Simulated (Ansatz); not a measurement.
# Run report: AlO$_{2}$, single-point calculation

- system: AlO$_{2}$ (6 atoms in the cell)
- method: DFT PBE+D3(BJ), scalar-relativistic, plane waves, PAW, spin-polarised (Ansatz 0.2.0)

The structure derives from a Materials Project entry. It belongs to a series of runs on one base structure; here: strain +0.000 along x and y, -0.080 along z, atoms carried along. Figures and captions count atoms from 1; the log counts them from 0 in places.

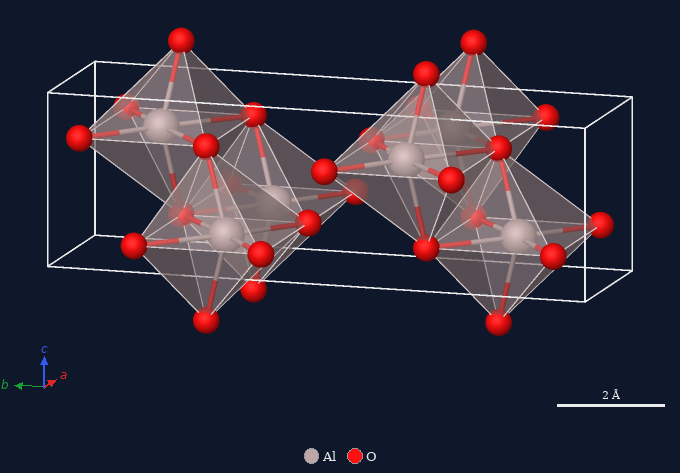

**Figure 1.** The input geometry (polyhedral view of the cell 2 times as large as that of the calculation, set on its symmetry axes, seen at an oblique angle; polyhedra are completed across the faces of the cell).

**Results in brief**

```json
{"quantity": "outcome", "value": "converged"}
{"quantity": "space group (tolerance 0.01 Å)", "value": "Cmcm (63)"}
{"quantity": "electrons treated", "value": "30"}
{"quantity": "free energy", "value": "−3347.6950 eV"}
{"quantity": "Fermi energy", "value": "7.168 eV"}
{"quantity": "gap on the k-point mesh", "value": "none (metallic)"}
{"quantity": "net moment of the cell", "value": "1.84 μB"}
{"quantity": "integrated absolute moment", "value": "1.89 μB"}
{"quantity": "pressure", "value": "23.86 GPa"}
{"quantity": "largest force (length of the vector)", "value": "1.294 eV/Å"}
{"quantity": "hardware", "value": "2 threads of Intel Xeon (Granite Rapids), 176 GiB of memory available, shared host"}
{"quantity": "wall time", "value": "48 s (CPU time 86 s)"}
{"quantity": "peak memory", "value": "1.1 GiB"}
```

**Input file**
```yaml
crystal:
  lattice:
    - [1.4782141285, -5.3062068842, 0.0]
    - [1.4782141285, 5.3062068842, 0.0]
    - [0.0, 0.0, 3.3445091686]
  atoms:
    - { symbol: Al, position: [0.3323727374, 0.6676272626, 0.25] }
    - { symbol: Al, position: [0.6676272626, 0.3323727374, 0.75] }
    - { symbol: O, position: [0.7047888594, 0.2952111406, 0.25] }
    - { symbol: O, position: [0.2952111406, 0.7047888594, 0.75] }
    - { symbol: O, position: [0.9409365801, 0.0590634199, 0.25], spin: 0.8 }
    - { symbol: O, position: [0.0590634199, 0.9409365801, 0.75], spin: 0.8 }
basis:
  ecutwfc: 420
kpoints:
  mp_grid: { grid: [16, 16, 14] }
hamiltonian:
  xc: pbe
  dispersion: d3bj
scf:
  occupations: { method: gaussian, width: 0.15 }
output:
  forces: true
  stress: true
  eigenvalues: true
  populations: true
  write_density: true
  write_potential: true
  elf: true
  volumetric_format: npy
magnetization:
  spin_polarized: true
```

Launch command:
```bash
ansatz run input.yaml --threads 2 --pin off --max-ram 5120MiB --backend cpu --events-out ev --progress --plain --runs-dir out
```

**Output**
```
Engine: ansatz 0.2.0, x86_64-unknown-linux-gnu
Pseudopotentials: kind: paw
Pseudopotential: Al, paw, valence charge 3, recommended cutoff 420 eV (normal), Al.paw.azcp
Pseudopotential: O, paw, valence charge 6, recommended cutoff 420 eV (normal), O.paw.azcp
Functional definition: PBE
  parameter kappa = 0.804
  parameter beta = 0.06672455060314922
  exchange = pbe_x(kappa = kappa, mu = beta*pi^2/3)
  correlation = pbe_c(beta = beta)
Crystal: 6 atoms, lattice volume = 52.467 Å³
Basis set: ecut = 420 eV, 1035 PW (Γ), exchange–correlation on 80×80×48 points (8 copies of the dense FFT grid, shifted against one another)
Bands: 22, of which v1, the nominal top of the filled ones, is band 15 counted from 1 (14 counted from 0)
Symmetry: 8 space group operations
Space group: Cmcm (ITA 63), of the structure as read, at distance tolerance 3.7e-5 Å
Magnetic group: BNS 63.457 (UNI 555), of the structure as read, at distance tolerance 3.7e-5 Å
k-points: 584 of 3584
Non-local potential: Al, projectors of the file, l = 0: 2, l = 1: 2, l = 2: 1
Non-local potential: O, projectors of the file, l = 0: 2, l = 1: 2, l = 2: 1
PAW form: soft (Blöchl's): semilocal exchange-correlation on the pseudo side does not see the compensation charge
PAW one-centre angular grid: Al, 110 points (default); XC on 64 Gauss nodes
PAW one-centre angular grid: O, 110 points (default); XC on 64 Gauss nodes
Initial density: superposition of atomic densities (chi_scale 0.1, normalization cell, long waves kept (reshape's long-wave potential 0.14 eV rms))
Starting moments: Σ|m| = 1.6 μB on 2 of 6 sites
Initial wavefunctions: pseudopotential atomic-orbital guess
Functional: x = pbe(κ = 0.804, μ = 0.2195149727645171), c = pbe(β = 0.06672455060314922)
SCF iter   1: F=—  HF=-3350.498465 eV  |F-HF|=—  |Δ(HF+E_count)|=         —  Δρ=7.73e-2 (↑6.84e-2 ↓7.73e-2)  dr2=9.82e0  dr2_m=1.89e-1  M=1.393 μB ∫|m|=1.426 μB  β_m=0.30  ethr=3.10e-3  ⟨swp⟩=5.7  Hψ=131617  notcnv=0
preconditioner: auto → Kerker (q_TF=auto, 2.486 Å⁻¹)  [metal: Δε(μ)=0.001 eV  Ē_g=18.201 eV  σ=0.150 eV  W_gap=0.00  n_scr=14 (ndim 8)  ℏωp=28.1 eV  f_vac=0.000  D(μ)=3.32/eV (n_scr^D=38)]
spin=Collinear: Kerker preconditioning applied to the charge; magnetization (m = ρ↑ − ρ↓) channel mixes plain (no charge-response kernel on spin).
SCF iter   2: F=—  HF=-3348.728631 eV  |F-HF|=—  |Δ(HF+E_count)|=    1.77e0  Δρ=4.63e-2 (↑3.88e-2 ↓4.63e-2)  dr2=3.77e0  dr2_m=1.28e-1  M=1.510 μB ∫|m|=1.541 μB  β_m=1.00  ethr=3.10e-3  ⟨swp⟩=2.0  Hψ=57930  notcnv=0  defer=2456
spin-set hold released at iteration 2 (site moments show no strong build): the magnetisation degrees of freedom join the quasi-Newton model from the next iteration; the mixer history was kept
SCF iter   3: F=—  HF=-3347.842760 eV  |F-HF|=—  |Δ(HF+E_count)|=   8.86e-1  Δρ=2.04e-2 (↑1.92e-2 ↓2.04e-2)  dr2=6.80e-1  dr2_m=1.98e-2  M=1.676 μB ∫|m|=1.712 μB  β_m=0.30  ethr=3.10e-3  ⟨swp⟩=2.2  Hψ=57415  notcnv=0  defer=2489
SCF iter   4: F=—  HF=-3347.638980 eV  |F-HF|=—  |Δ(HF+E_count)|=   2.04e-1  Δρ=1.12e-2 (↑8.99e-3 ↓1.12e-2)  dr2=2.41e-1  dr2_m=3.13e-2  M=1.804 μB ∫|m|=1.852 μB  β_m=0.65  ethr=2.27e-3  ⟨swp⟩=2.4  Hψ=45409  notcnv=0  defer=2482
SCF iter   5: F=—  HF=-3347.693641 eV  |F-HF|=—  |Δ(HF+E_count)|=   5.47e-2  Δρ=6.63e-3 (↑4.67e-3 ↓6.63e-3)  dr2=7.01e-2  dr2_m=9.86e-3  M=1.861 μB ∫|m|=1.911 μB  β_m=0.82  ethr=8.04e-4  ⟨swp⟩=2.3  Hψ=33196  notcnv=0  defer=2482
SCF iter   6: F=—  HF=-3347.697101 eV  |F-HF|=—  |Δ(HF+E_count)|=   3.46e-3  Δρ=2.52e-3 (↑2.52e-3 ↓1.73e-3)  dr2=1.66e-2  dr2_m=7.21e-4  M=1.869 μB ∫|m|=1.920 μB  β_m=0.88  ethr=2.34e-4  ⟨swp⟩=2.7  Hψ=51087  notcnv=0  defer=2435
SCF iter   7: F=—  HF=-3347.694961 eV  |F-HF|=—  |Δ(HF+E_count)|=   2.14e-3  Δρ=1.29e-3 (↑7.78e-4 ↓1.29e-3)  dr2=3.17e-3  dr2_m=1.76e-4  M=1.860 μB ∫|m|=1.910 μB  β_m=0.94  ethr=5.55e-5  ⟨swp⟩=2.5  Hψ=38213  notcnv=0  defer=2435
SCF iter   8: F=—  HF=-3347.694492 eV  |F-HF|=—  |Δ(HF+E_count)|=   4.69e-4  Δρ=3.43e-4 (↑3.02e-4 ↓3.43e-4)  dr2=6.73e-5  dr2_m=3.12e-5  M=1.848 μB ∫|m|=1.898 μB  β_m=0.97  ethr=1.06e-5  ⟨swp⟩=2.0  Hψ=36505  notcnv=0  defer=2434
SCF iter   9: F=—  HF=-3347.694966 eV  |F-HF|=—  |Δ(HF+E_count)|=   4.74e-4  Δρ=5.85e-5 (↑4.91e-5 ↓5.85e-5)  dr2=4.47e-6  dr2_m=5.13e-7  M=1.844 μB ∫|m|=1.893 μB  β_m=0.99  ethr=2.24e-7  ⟨swp⟩=2.0  Hψ=39888  notcnv=0  defer=2452
SCF iter  10: F=—  HF=-3347.694969 eV  |F-HF|=—  |Δ(HF+E_count)|=   2.73e-6  Δρ=1.23e-5 (↑1.09e-5 ↓1.23e-5)  dr2=3.36e-7  dr2_m=4.59e-9  M=1.844 μB ∫|m|=1.893 μB  β_m=0.99  ethr=1.49e-8  ⟨swp⟩=2.2  Hψ=38215  notcnv=0  defer=2455
SCF iter  11: F=-3347.694969 eV  HF=-3347.694969 eV  |F-HF|=1.38e-8  |Δ(HF+E_count)|=   2.26e-7  Δρ=5.54e-6 (↑4.88e-6 ↓5.54e-6)  dr2=4.89e-8  dr2_m=1.36e-9  M=1.844 μB ∫|m|=1.893 μB  ethr=3.33e-10  ⟨swp⟩=14.1  Hψ=191089  notcnv=0
SCF 1 converged in 11 iterations: F = -3347.694969 eV  dr2 = 4.89e-8
  greatest PAW one-centre occupation: 0.886 electrons in one spin orbital (limit 2), on the O atom at site 5 (counted from 0), in its partial waves of l = 0
```

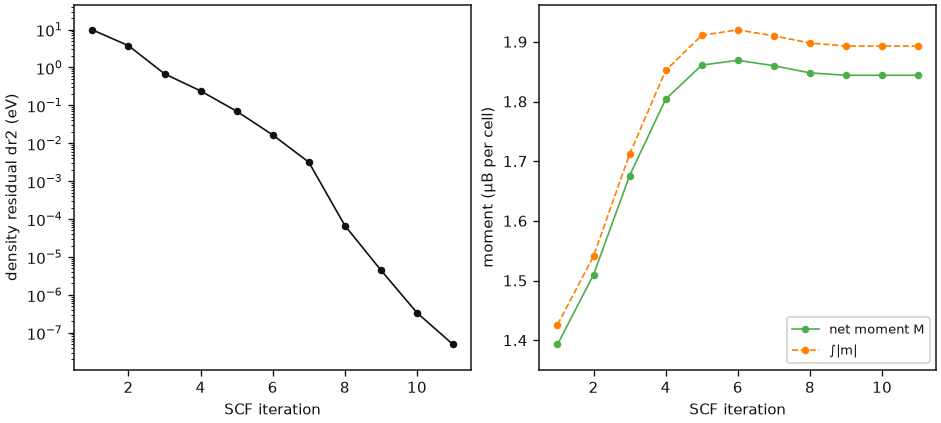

**Figure 2.** Convergence of the self-consistent field: density residual dr2 and magnetic moment against the SCF iteration. The residual falls at every step. The net moment goes from 1.4 to 1.8 μB per cell.

```
SCF converged after 11 iterations
Magnetization: 1.8439 μB (15.9219 up, 14.0781 down)
Absolute magnetization: 1.8932 μB (∫|ρ↑−ρ↓|, with the PAW one-centre terms)
Spin contamination: 0.0072 ħ² per cell (⟨S²⟩ above its minimum at these occupations)
Per-site moments (μB) at R_I (Å): [(-9.148084303837573e-5, 0.708728113639294), (-9.148084303836969e-5, 0.708728113639294), (0.063256495784758, 0.708728113639294), (0.06325649578475795, 0.708728113639294), (0.7463551238792231, 0.773094519478602), (0.7463551238792231, 0.773094519478602)]
Free energy (F): -3347.694969 eV
Harris-Foulkes:  -3347.694969 eV  (|F-HF|=1.38e-8)
Internal energy: -3347.682748 eV  (E = F + TS)
E sigma→0 (E₀):  -3347.688858 eV
Entropy (-TS):   -0.012221 eV (-2.037 meV/atom)
Fermi energy:    7.168490 eV
--- Per-component energies (eV) ---
  E_band       = -2.537892
  E_kinetic    = 768.113928
  E_local      = -1369.472267  (includes V_loc(G=0)·N_el)
  E_nonlocal   = 214.335176
  E_hartree    = 489.368582
  E_xc         = -379.643724
  E_vxc        = -441.202961  (∫ρ·V_xc dr)
  E_paw        = -1569.666747  (= ΣΔE_a)
  E_vpaw       = -153.062192  (= ΣTr[D̂ρ^β])
  E_aug_tail   = 0.009870  (compensation charges beyond the density's cutoff)
  E_ewald      = -1499.541005
  E_disp       = -1.186561  (pairwise vdW)
  E_smearing   = -0.012221  (= −TS)
  E_closure    = 0.000000  (closes the sum)
  Σ components = -3347.694969   (vs F -3347.694969, Δ=0.00e0)
--- Forces (eV/Å), atoms counted from 1 ---
  atom   1  Al     0.00000000    -1.29377504     0.00000000
  atom   2  Al     0.00000000     1.29377504     0.00000000
  atom   3  O      0.00000000    -0.08666241     0.00000000
  atom   4  O      0.00000000     0.08666241     0.00000000
  atom   5  O      0.00000000     0.06171093     0.00000000
  atom   6  O      0.00000000    -0.06171093     0.00000000
  max |Σ_I F_I| component: 6.94e-18 eV/Å
--- Stress (GPa, compression-positive) ---
        9.483977       0.000000       0.000000
        0.000000      11.425946       0.000000
        0.000000       0.000000      50.672677
  P = ⅓ Tr σ = 23.8609 GPa (238.609 kbar)
--- Band table (eV; the first three rows and the last of 1168) ---
  k-point 0 ↑: bands = ["-13.4110", "-11.3311", "-10.2548", "-9.6155", "0.5074", "2.1762", "2.6118", "3.0306", "3.3387", "3.9492", "4.2725", "4.2793", "5.5528", "6.5704", "6.6619", "6.6944", "13.6343", "16.1859", "17.5558", "18.5361", "19.9783", "21.9453"]
  k-point 1 ↑: bands = ["-13.3711", "-11.3097", "-10.2561", "-9.6734", "0.5085", "1.9721", "2.4477", "3.0653", "3.6050", "3.9697", "4.2509", "4.4184", "5.5344", "6.5129", "6.6000", "6.6783", "13.7342", "16.2797", "17.5303", "18.5253", "19.8754", "21.8896"]
  k-point 2 ↑: bands = ["-13.2527", "-11.2472", "-10.2623", "-9.8420", "0.4848", "1.6696", "2.0615", "3.1687", "4.0299", "4.1185", "4.2753", "4.6148", "5.4792", "6.3457", "6.4635", "6.6300", "14.0120", "16.5426", "17.4541", "18.4273", "19.6818", "21.7870"]
  k-point 583 ↓: bands = ["-11.3302", "-11.3302", "-9.6143", "-9.6143", "1.0603", "1.0603", "3.5338", "3.5338", "4.6204", "4.6204", "4.8527", "4.8527", "5.4234", "5.4234", "8.7832", "8.7832", "16.6373", "16.6373", "17.8732", "17.8732", "20.9291", "20.9291"]
--- Löwdin populations: 6 sites ---
  site symbol       q [e]    m [muB]
     0     Al      1.6629    -0.0190
     1     Al      1.6629    -0.0190
     2      O      6.8218     0.0740
     3      O      6.8218     0.0740
     4      O      6.4075     0.8659
     5      O      6.4075     0.8659
  spilling = 0.007184 (of n_electrons = 30.000000)
```

**File populations.tsv**
```
# site	symbol	l	j	q_up	q_dn
# orbitals = lowdin
# n_electrons = 30.000000
# spilling = 0.007184
0	Al	0_3S	-	0.226946	0.233954
0	Al	1_3P	-	0.594997	0.606984
1	Al	0_3S	-	0.226946	0.233954
1	Al	1_3P	-	0.594997	0.606984
2	O	0_2S	-	0.802144	0.799995
2	O	1_2P	-	2.645771	2.573926
3	O	0_2S	-	0.802144	0.799995
3	O	1_2P	-	2.645771	2.573926
4	O	0_2S	-	0.881030	0.847966
4	O	1_2P	-	2.755667	1.922853
5	O	0_2S	-	0.881030	0.847966
5	O	1_2P	-	2.755667	1.922853
```

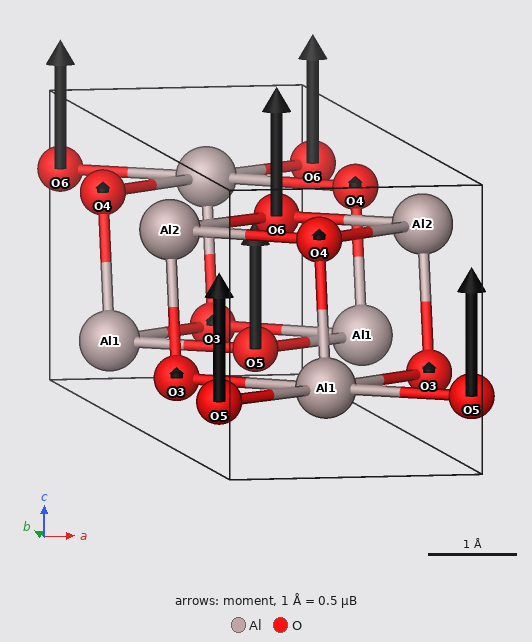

**Figure 3.** Magnetic moments of the sites as black arrows (ball-and-stick view of the cell 2 times as large as that of the calculation, set on its symmetry axes, seen slightly off an axis; atoms are numbered from 1 in the order of the input); small moments hardly show. The run is collinear, so the axis drawn is arbitrary. Site moments: O5, O6 (0.75 μB); O3, O4 (0.06 μB). They are counted near the atoms and needn't add up to the moment of the cell.

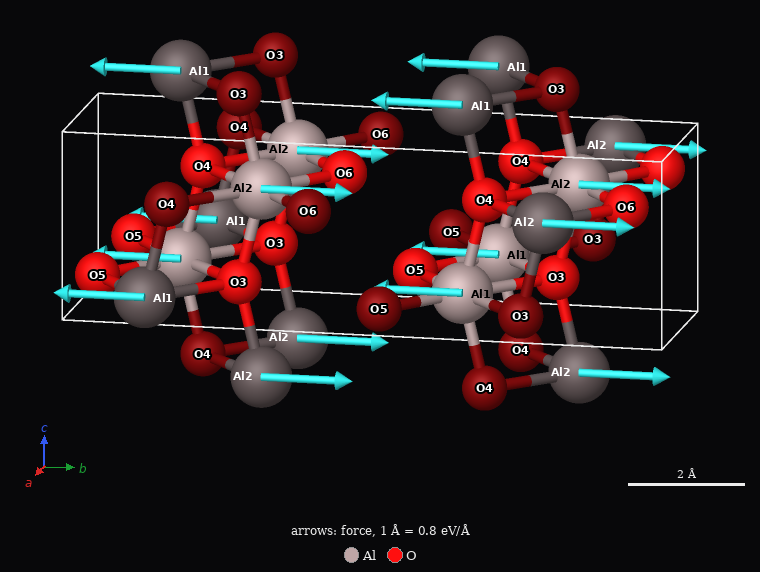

**Figure 4.** Forces on the atoms as teal arrows (ball-and-stick view of the cell 2 times as large as that of the calculation, set on its symmetry axes, seen slightly off an axis; neighbours outside the cell are drawn fainter; atoms are numbered from 1 in the order of the input); the smallest are left out. The largest act on Al1, Al2 (1.29 eV/Å). The geometry is not a stationary point of this energy.

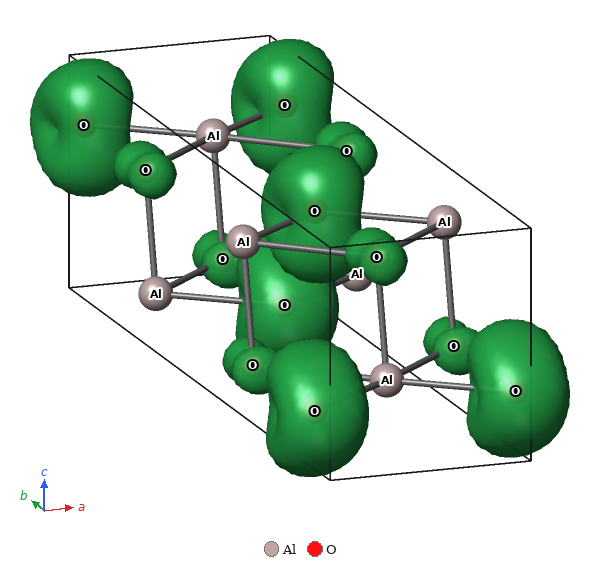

**Figure 5.** Isosurface of the spin density at +0.06 e/Å³ (green), seen slightly off an axis. Sticks mark near contacts. The outline is the cell set on symmetry axes. The cell of the calculation (6 atoms) carries 1.8 μB net. The fields are those of the smooth PAW valence density.

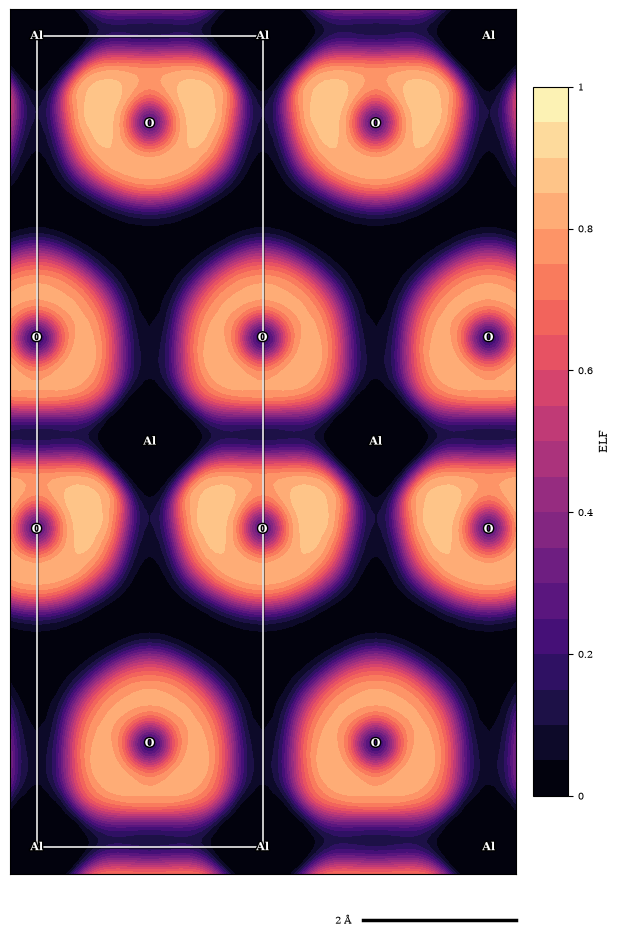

**Figure 6.** Electron localisation function on the (001) plane of the conventional cell. Al–O (1.87 Å): the ELF is about 0.85 at the midpoint.
